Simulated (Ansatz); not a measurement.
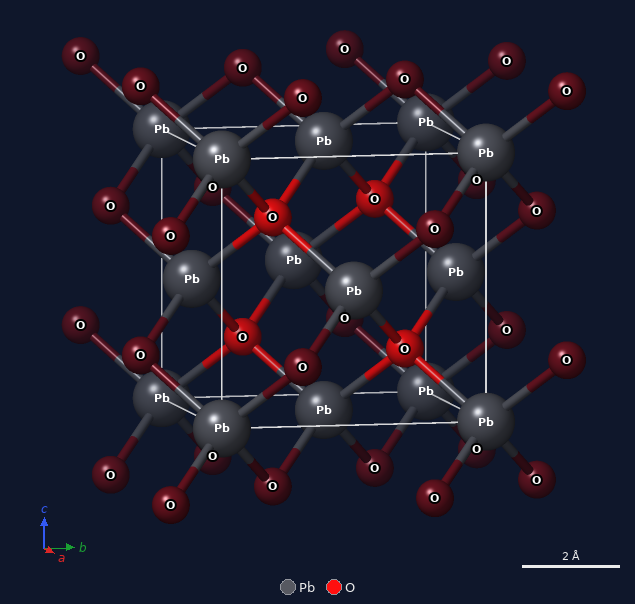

We look at a ball-and-stick model of the crystal slightly off an axis. The parallelepiped is the drawn cell (a repeat of the simulation cell). Every bond is drawn to its end, so some atoms lie outside the box, in fainter colours.

PbO, a = 5.618 Å, b = 5.598 Å, c = 5.598 Å, α = 90.00°, β = 90.00°, γ = 90.00°. Strictly the space group is I-4m2 (No. 119, within 0.01 Å). It is a distorted form of a face-centred cubic structure, space group F-43m (No. 216) within 0.25 Å: zinc blende (sphalerite type). The initial geometry was a structure type filled with these elements by a generator (whether the compound takes this form wasn't checked). The cell was then strained or its atoms displaced on purpose. It was the input of a calculation with Ansatz.

This one geometry was computed with Ansatz (DFT, plane waves, PAW) at three levels of theory: r2SCAN, PBE and HSE06. It was relaxed with r2SCAN and then strained.

### Which level gives the highest pressure at this volume, and what does that say about its equilibrium volume?

Highest: PBE (2.1 GPa), which points to the largest equilibrium volume. Lowest, with the smallest volume: r2SCAN (-0.3 GPa) and HSE06 (0.1 GPa). Levels within 0.5 GPa of each other can't be told apart.

### How does the band gap change with the level of theory?

PBE: a gap of 0.44 eV, indirect; r2SCAN: a gap of 0.62 eV, indirect; HSE06: a gap of 1.06 eV, indirect.

### Collect the results in a table.

| level | cutoff (eV) | k-mesh of the run's cell | gap (eV) | pressure (GPa) |
| --- | --- | --- | --- | --- |
| r2SCAN | 500 | 8×8×8 | 0.62 | -0.3 |
| PBE | 420 | 8×8×8 | 0.44 | 2.1 |
| HSE06 | 420 | 6×6×6 | 1.06 | 0.1 |

Gaps are taken on the k-mesh or band path of each run.
